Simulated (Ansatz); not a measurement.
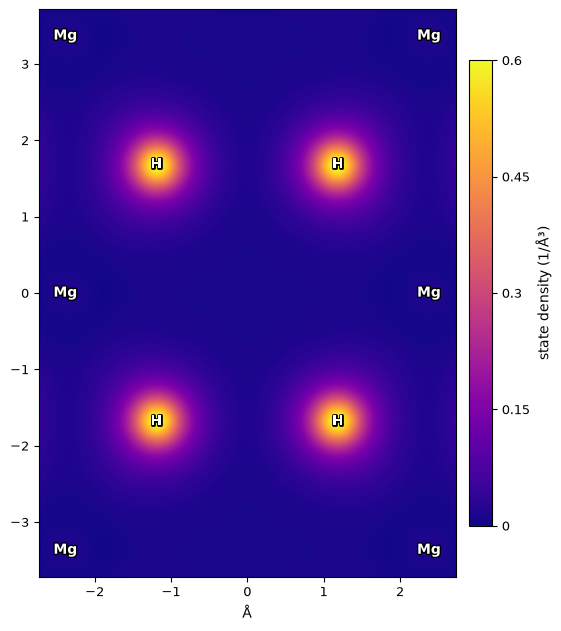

Figure 1: MgH2. Density of the Kohn–Sham states from −1.2 to 0.0 eV about the Fermi level (the filled states just under the Fermi level), scaled to one electron a cell: a map on the (101) plane of the conventional cell.

Space group Fm-3m. The cell comes from a database of computed structures, not from a measurement.

The calculation used DFT PBE, scalar-relativistic, plane waves, PAW in Ansatz.

In a PAW calculation such maps are meaningful between the atoms, not at the nuclei.

```xyz
12
Lattice="4.7621 0.0000 0.0000 0.0000 4.7621 0.0000 0.0000 0.0000 4.7621" Properties=species:S:1:pos:R:3 pbc="T T T"
Mg    0.0000    0.0000    0.0000
Mg    2.3811    2.3811    0.0000
Mg    2.3811    0.0000    2.3811
Mg    0.0000    2.3811    2.3811
H     3.5716    1.1905    1.1905
H     1.1905    3.5716    1.1905
H     1.1905    1.1905    3.5716
H     3.5716    3.5716    3.5716
H     1.1905    1.1905    1.1905
H     3.5716    3.5716    1.1905
H     3.5716    1.1905    3.5716
H     1.1905    3.5716    3.5716
```

> Which atoms and orbitals make up these states?

Projected on a minimal set of atomic orbitals (Löwdin), they are H 1s (80 %) and Mg 3s (20 %). In space (atomic cells sized by Bader volumes) the density divides as H about 95 % and Mg little.
